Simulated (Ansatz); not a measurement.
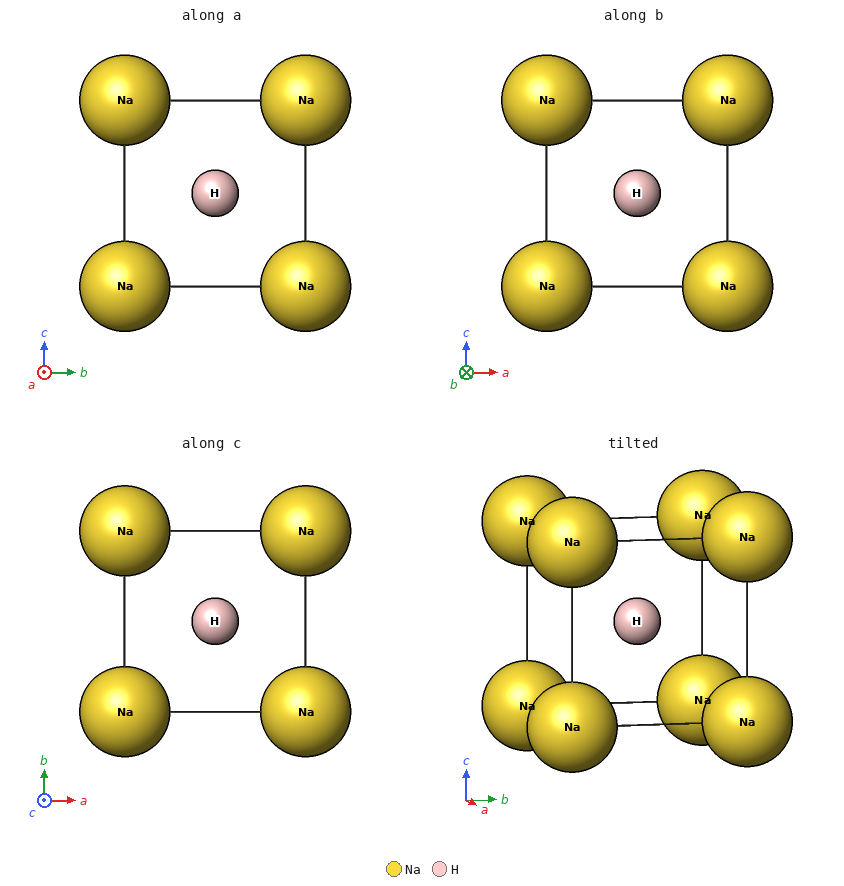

Spheres-only drawing of the structure, looking along the a axis, along the b axis, along the c axis and slightly off an axis. The frame is the unit cell; atoms at its boundary are shown with their periodic copies.

Lattice parameters: a = 2.849 Å, b = 2.849 Å, c = 2.932 Å, α = 90.00°, β = 90.00°, γ = 90.00°. Put a along x and b in the xy plane.

> Transcribe the picture into a POSCAR file.

```
Na H
1.0
     2.849    0.000    0.000
     0.000    2.849    0.000
     0.000    0.000    2.932
Na H
1 1
Direct
  0.0000 0.0000 0.0000
  0.5000 0.5000 0.5000
```

Starting structure: a structure type filled with these elements by a generator (whether the compound takes this form wasn't checked). The cell was then strained or its atoms displaced on purpose. An electronic-structure calculation with Ansatz was run on it.
